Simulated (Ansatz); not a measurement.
Mg₂Ge (space group Fm-3m, No. 225): coordinates from a relaxation with DFT PBE+D3(BJ), scalar-relativistic, plane waves, PAW in Ansatz 0.2.0.

```xyz
12
Lattice="6.3247 0.0000 0.0000 0.0000 6.3247 0.0000 0.0000 0.0000 6.3247" Properties=species:S:1:pos:R:3 pbc="T T T"
Mg    1.5812    1.5812    4.7435
Mg    1.5812    4.7435    4.7435
Ge    0.0000    0.0000    0.0000
Mg    1.5812    4.7435    1.5812
Mg    1.5812    1.5812    1.5812
Ge    0.0000    3.1623    3.1623
Mg    4.7435    1.5812    1.5812
Mg    4.7435    4.7435    1.5812
Ge    3.1623    0.0000    3.1623
Mg    4.7435    4.7435    4.7435
Mg    4.7435    1.5812    4.7435
Ge    3.1623    3.1623    0.0000
```

Describe the stacking along [111], with columns A (0, 0), B (1/3, 2/3), C (2/3, 1/3) of the hexagonal mesh spanned by (a − b)/2 and (b − c)/2.

Ge(A) – Mg(B) – Mg(A) – Ge(B) – Mg(C) – Mg(B) – Ge(C) – Mg(A) – Mg(C) (nine layers in 10.95 Å).

Ge layers alone: ABC, the cubic close-packed type.

Mg: six tetrahedral sites, counted in one hexagonal cell.

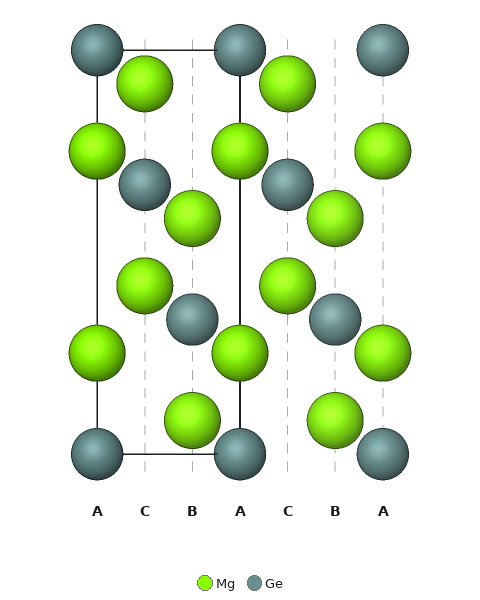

The picture looks along a close-packed row of the hexagonal mesh; [111] points upwards. The dashed lines mark the three columns A (0, 0), B (1/3, 2/3) and C (2/3, 1/3). The box is the hexagonal cell of the face-centred cubic lattice. The sequence starts with the first layer at or above the cell's origin.
